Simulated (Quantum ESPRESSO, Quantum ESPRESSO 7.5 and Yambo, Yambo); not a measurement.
# A GW chain in Yambo: ZnSe (Stilleite)

Wanted: ground state, empty states, screening and self-energy for ZnSe (Stilleite).

Method: PBE and many-body steps on it, plane waves, in Quantum ESPRESSO 7.5 and Yambo 5.3.0.

**Experimental background.**

- Gap 2.695 ± 0.003 eV: excitonic gap from free-exciton PL, not corrected for exciton binding; photoluminescence; 300 K; bulk crystal (Bridgman-grown crystal, polished and etched) (“Alloy Disordering Effects on the Thermal Conductivity and Energy Gap Temperature Dependence of Cd1−xZnxSe Ternary Crystals Grown by the Bridgman Method”, 2023, pmc:10253836).

Report form: the programs' logs are mostly left out.

## 1. Set-up

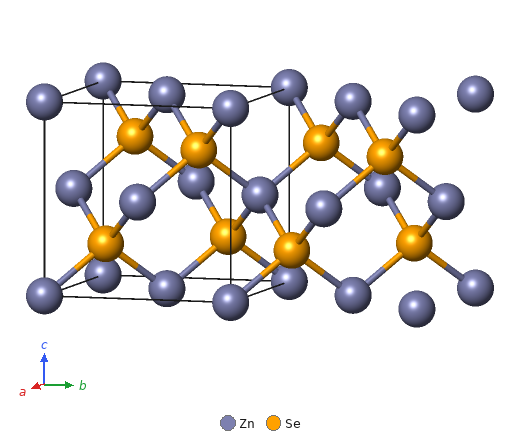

Start, viewed slightly off an axis; zinc blue, selenium orange. 1×2×1 cells are drawn. This picture shows the conventional cell, with its axes. Bonds to atoms that aren't drawn are left out. Some periodic images of atoms are drawn too.

Coordinates:

```cif
data_structure
_symmetry_space_group_name_H-M 'F-43m'
_symmetry_Int_Tables_number 216
_cell_length_a 5.6676
_cell_length_b 5.6676
_cell_length_c 5.6676
_cell_angle_alpha 90.000
_cell_angle_beta 90.000
_cell_angle_gamma 90.000
_cell_volume 182.05
loop_
_atom_site_label
_atom_site_type_symbol
_atom_site_symmetry_multiplicity
_atom_site_Wyckoff_symbol
_atom_site_fract_x
_atom_site_fract_y
_atom_site_fract_z
_atom_site_occupancy
Zn1 Zn 4 a 0.00000 0.00000 0.00000 1
Se1 Se 4 d 0.25000 0.25000 0.75000 1
```

The cell and positions come from the Crystallography Open Database and are kept as given unless a step says otherwise.

## 2. Ground state

This step: Quantum ESPRESSO 7.5; DFT, PBE, plane waves, norm-conserving pseudopotentials.

The ground-state density comes first.

The input, pw.in:

```
&control
  calculation = 'scf'
  prefix = 'x'
  outdir = 'o'
  pseudo_dir = 'pseudo'
/
&system
  ibrav = 0
  nat = 2
  ntyp = 2
  ecutwfc = 78.0
  nbnd = 23
  force_symmorphic = .true.
/
&electrons
  conv_thr = 1e-10
  electron_maxstep = 80
  mixing_beta = 0.5
/
ATOMIC_SPECIES
  Zn 65.38 Zn.upf
  Se 78.971 Se.upf
CELL_PARAMETERS angstrom
  -0.0000000000 2.8338000000 2.8338000000
  2.8338000000 -0.0000000000 2.8338000000
  2.8338000000 2.8338000000 0.0000000000
ATOMIC_POSITIONS crystal
  Zn 0.0000000000 0.0000000000 0.0000000000
  Se 0.2500000000 0.2500000000 0.2500000000
K_POINTS automatic
  6 6 6 0 0 0
```

Started as:

```console
> OMP_NUM_THREADS=1 mpirun -n 4 pw.x -nk 4 -in pw.in > pw.out
```

Wall time 6.3 s (4 MPI ranks of Arm Neoverse V2, shared host); peak memory 0.27 GiB.

Numbers from this step:

```yaml
total_energy: -8988.7273 eV
gap: 1.288 eV
k_of_the_valence_top: 0, 0, 0
k_of_the_conduction_bottom: 0, 0, 0
least_direct_gap: 1.288 eV
```

The gap is direct, at Γ.

## 3. Bands along the symmetry lines

Levels along a band path, at the cheap level, show where the edges lie and whether the meshes to come will hold them.

The input, pw.in:

```
&control
  calculation = 'bands'
  prefix = 'x'
  outdir = 'o'
  pseudo_dir = 'pseudo'
/
&system
  ibrav = 0
  nat = 2
  ntyp = 2
  ecutwfc = 78.0
  nbnd = 24
  force_symmorphic = .true.
/
&electrons
  conv_thr = 1e-9
  electron_maxstep = 80
  diago_full_acc = .true.
  diago_thr_init = 5e-6
/
ATOMIC_SPECIES
  Zn 65.38 Zn.upf
  Se 78.971 Se.upf
CELL_PARAMETERS angstrom
  -0.0000000000 2.8338000000 2.8338000000
  2.8338000000 -0.0000000000 2.8338000000
  2.8338000000 2.8338000000 0.0000000000
ATOMIC_POSITIONS crystal
  Zn 0.0000000000 0.0000000000 0.0000000000
  Se 0.2500000000 0.2500000000 0.2500000000
K_POINTS crystal
  50
  0.00000000 0.00000000 0.00000000 1
  -0.06250000 -0.06250000 0.00000000 1
  -0.12500000 -0.12500000 0.00000000 1
  -0.18750000 -0.18750000 0.00000000 1
  -0.25000000 -0.25000000 0.00000000 1
  -0.31250000 -0.31250000 0.00000000 1
  -0.37500000 -0.37500000 0.00000000 1
  -0.43750000 -0.43750000 0.00000000 1
  -0.50000000 -0.50000000 0.00000000 1
  -0.48437500 -0.48437500 0.03125000 1
  -0.46875000 -0.46875000 0.06250000 1
  -0.45312500 -0.45312500 0.09375000 1
  -0.43750000 -0.43750000 0.12500000 1
  -0.42187500 -0.42187500 0.15625000 1
  -0.40625000 -0.40625000 0.18750000 1
  -0.39062500 -0.39062500 0.21875000 1
  -0.37500000 -0.37500000 0.25000000 1
  -0.37500000 0.00000000 0.37500000 1
  -0.32812500 0.00000000 0.32812500 1
  -0.28125000 0.00000000 0.28125000 1
  -0.23437500 0.00000000 0.23437500 1
  -0.18750000 0.00000000 0.18750000 1
  -0.14062500 0.00000000 0.14062500 1
  -0.09375000 0.00000000 0.09375000 1
  -0.04687500 0.00000000 0.04687500 1
  0.00000000 0.00000000 0.00000000 1
  0.00000000 0.00000000 0.06250000 1
  0.00000000 0.00000000 0.12500000 1
  0.00000000 0.00000000 0.18750000 1
  0.00000000 0.00000000 0.25000000 1
  0.00000000 0.00000000 0.31250000 1
  0.00000000 0.00000000 0.37500000 1
  0.00000000 0.00000000 0.43750000 1
  0.00000000 0.00000000 0.50000000 1
  -0.06250000 -0.03125000 0.46875000 1
  -0.12500000 -0.06250000 0.43750000 1
  -0.18750000 -0.09375000 0.40625000 1
  -0.25000000 -0.12500000 0.37500000 1
  -0.31250000 -0.15625000 0.34375000 1
  -0.37500000 -0.18750000 0.31250000 1
  -0.43750000 -0.21875000 0.28125000 1
  -0.50000000 -0.25000000 0.25000000 1
  -0.50000000 -0.28125000 0.21875000 1
  -0.50000000 -0.31250000 0.18750000 1
  -0.50000000 -0.34375000 0.15625000 1
  -0.50000000 -0.37500000 0.12500000 1
  -0.50000000 -0.40625000 0.09375000 1
  -0.50000000 -0.43750000 0.06250000 1
  -0.50000000 -0.46875000 0.03125000 1
  -0.50000000 -0.50000000 0.00000000 1
```

The job ended after 4.7 s (4 MPI ranks; peak memory 0.23 GiB; 19 s of CPU time).

Numbers from this step:

- gap: 1.288 eV
- k of the valence top: 0, 0, 0
- k of the conduction bottom: 0, 0, 0
- least direct gap: 1.288 eV

The gap is 1.288 eV, as in the run before at this level.

The electronic bands at the labelled points (eV, zero at the top of the highest filled band):

```csv
point,band 15,band 16,band 17,band 18,band 19,band 20,band 21,band 22
Γ,-6.17,0.00,0.00,0.00,1.29,5.81,5.81,5.81
X,-5.99,-4.75,-2.18,-2.18,2.99,3.47,10.73,11.26
U,-5.91,-4.71,-3.08,-1.79,3.59,5.60,9.05,9.28
jump to K,-5.91,-4.71,-3.08,-1.79,3.59,5.60,9.05,9.28
Γ,-6.17,0.00,0.00,0.00,1.29,5.81,5.81,5.81
L,-6.01,-5.22,-0.87,-0.87,2.55,6.39,6.39,8.57
W,-5.87,-4.68,-2.76,-2.66,5.48,5.56,6.97,7.72
X,-5.99,-4.75,-2.18,-2.18,2.99,3.47,10.73,11.26
```

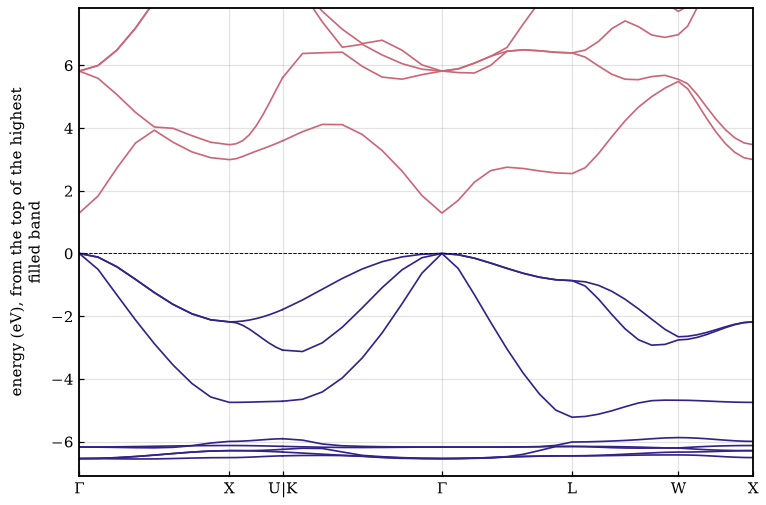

Electronic bands along the path; lines of filled and empty bands in two colours.

## 4. Empty states on the mesh, 4×4×4 mesh, 137 bands

The sums over transitions need many empty states on a uniform mesh; this step solves for them.

The input, pw.in:

```
&control
  calculation = 'nscf'
  prefix = 'x'
  outdir = 'o'
  pseudo_dir = 'pseudo'
/
&system
  ibrav = 0
  nat = 2
  ntyp = 2
  ecutwfc = 78.0
  nbnd = 137
  force_symmorphic = .true.
/
&electrons
  conv_thr = 1e-9
  electron_maxstep = 80
  diago_full_acc = .true.
  diago_thr_init = 5e-6
/
ATOMIC_SPECIES
  Zn 65.38 Zn.upf
  Se 78.971 Se.upf
CELL_PARAMETERS angstrom
  -0.0000000000 2.8338000000 2.8338000000
  2.8338000000 -0.0000000000 2.8338000000
  2.8338000000 2.8338000000 0.0000000000
ATOMIC_POSITIONS crystal
  Zn 0.0000000000 0.0000000000 0.0000000000
  Se 0.2500000000 0.2500000000 0.2500000000
K_POINTS automatic
  4 4 4 0 0 0
```

Elapsed: 7.4 s, on 4 MPI ranks; peak memory 0.37 GiB; 29 s of CPU time.

This step gave:

| Quantity | Value |
| --- | --- |
| gap | 1.288 eV |
| k of the valence top | 0, 0, 0 |
| k of the conduction bottom | 0, 0, 0 |
| least direct gap | 1.288 eV |
| k points computed | 8 |
| lowest point of the top converged band, above the valence top | 98.7874 eV |

On this mesh the gap is 1.288 eV.

## 5. Conversion and set-up

This step: Yambo 5.3.0; conversion and set-up on PBE, plane waves, norm-conserving pseudopotentials.

The states are converted to the many-body program's format and the q mesh is built.

Started as:

```console
> (cd o/x.save; p2y > p2y.log; mv SAVE ../..); yambo > setup.log
```

Elapsed: 2.1 s, on 1 MPI rank; peak memory 0.25 GiB.

## 6. Screening and self-energy, 4×4×4 mesh, 137 bands, screening to 142.9 eV

Now the one-shot GW correction: screening in the RPA, then the self-energy of the levels asked for.

This step: G0W0 on PBE, plane waves, norm-conserving pseudopotentials.

The input, gw1.in:

```
HF_and_locXC
gw0
dyson
ppa
em1d
rim_cut
RandQpts= 1000000
RandGvec= 1 RL
EXXRLvcs= 78 Ry
VXCRLvcs= 312 Ry
Chimod= "HARTREE"
% BndsRnXp
 1 | 137 |
%
NGsBlkXp= 10.5 Ry
% LongDrXp
 1 | 1 | 1 |
%
% GbndRnge
 1 | 137 |
%
DysSolver= "n"
ExtendOut
PPAPntXp= 27.21138 eV
% QPkrange
 1 | 1 | 17 | 20 |
%
```

Started as:

```console
> OMP_NUM_THREADS=1 mpirun -n 4 yambo -F gw1.in -J gw1 -C gw1 > gw1.log
```

The job ended after 64 s (4 MPI ranks; peak memory 1.6 GiB).

This step gave:

```
G0W0 gap on the points computed              : 2.555 eV
starting gap on the mesh                     : 1.288 eV
k of the valence top                         : 0, 0, 0
k of the conduction bottom                   : 0, 0, 0
least direct G0W0 gap on the computed points : 2.555 eV
Z at the valence top                         : 0.7969
Z at the conduction bottom                   : 0.8130
```

The gap on the mesh goes from 1.29 eV to 2.55 eV, a correction of +1.27 eV.

Limits: finite bands, cutoff and mesh; exchange with frozen shells missing; no spin-orbit coupling; coarse k mesh. v1 is the top filled band, c1 the lowest empty one. The levels before and after the correction (eV, zero at the valence-band top of each column):

```csv
,conduction bottom,valence top
Kohn-Sham,1.29,0.00
G0W0,2.55,0.00
```

```csv
,level,energy (eV)
Kohn-Sham,Γ v2-v1,0.000
Kohn-Sham,Γ c1,1.288
Kohn-Sham,Γ c2,5.815
G0W0,Γ v2-v1,0.000
G0W0,Γ c1,2.555
G0W0,Γ c2,7.510
```

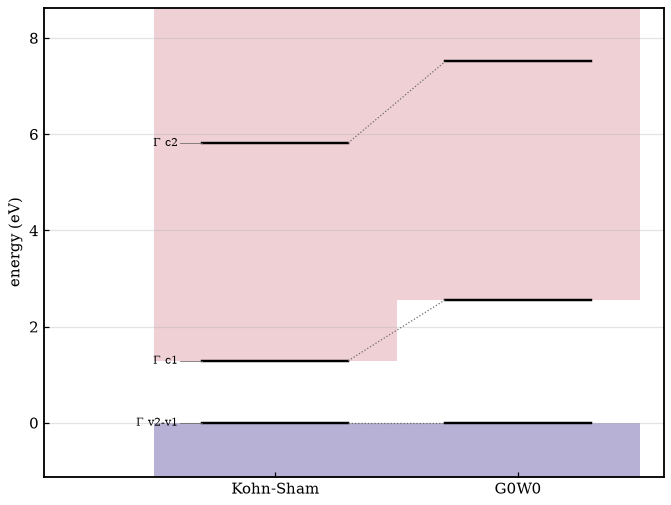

Levels before and after the correction. Shaded: valence and conduction bands.

## 7. Where the time went

Times are wall times on the hardware named with each run, good to a factor of about two.

```csv
step,time,share,memory (GiB)
ground state,6.3 s,7 %,0.27
bands along the symmetry lines,4.7 s,6 %,0.23
empty states on the mesh,7.4 s,9 %,0.37
conversion and set-up,2.1 s,3 %,0.25
screening and self-energy,64 s,76 %,1.6
```

## 8. What came out

```yaml
pbe_gap: 1.29 eV, direct
g0w0_gap_on_the_mesh: 2.55 eV
gw_settings: 4×4×4 mesh, 137 bands, screening to 142.9 eV, Godby-Needs plasmon pole
known_limits: not at the basis limit; exchange with frozen shells missing; no spin-orbit coupling; coarse k mesh
```

What this shows: G0W0 moves the gap on the mesh from 1.29 eV to 2.55 eV (+1.27 eV), with Z of 0.80 and 0.81 at the edges. Only 1 of the mesh's irreducible points was corrected, so a valley elsewhere could overtake. The dearest step here is «screening and self-energy». Against experiment, by G0W0@PBE: the direct gap of 2.55 eV lies −0.14 eV from the measured 2.695 ± 0.003 eV (exciton, 300 K, 2023). An exciton line or allowed optical edge lies below the quasiparticle gap by the binding energy; a forbidden edge can push the onset above it. The calculation has static nuclei and no excitons; a measured gap holds zero-point and thermal motion, which mostly lowers it. Bands and cutoff are finite, so the gap is not at the basis limit. The miss can reach some tenths of an eV and take either sign; the mesh is an error of its own. In the G0W0 run levels were corrected at 1 k point alone, so a gap called «on the mesh» is the least over those, and an edge elsewhere would be missed. The 4×4×4 mesh is coarse for this cell, which bears on the long-range parts of exchange and screening. The norm-conserving file of at least one element keeps a d shell over frozen s and p shells of the same row. Exchange with those shells is missing from the self-energy, an error of 0.3 to 0.9 eV in cases checked, whose sign depends on which edge lies on those atoms. The many-body steps are scalar-relativistic: spin-orbit coupling is not in them.

[Paths, hosts, dates, memory and timing lines, banners, echoed tables and standing remarks are left out of the program output.]

[Logs are printed without paths, hosts, clocks, repeated set-up lines and the standing remarks that a program may print on its own settings, such as how far it seeks lower states.]

[Runs of the session that timed out or met a known fault of the program may be left out.]

[Hosts, paths, dates, database ids (printed as entryN), source tags and the programs' standing remarks are cut or masked in the printed files.]
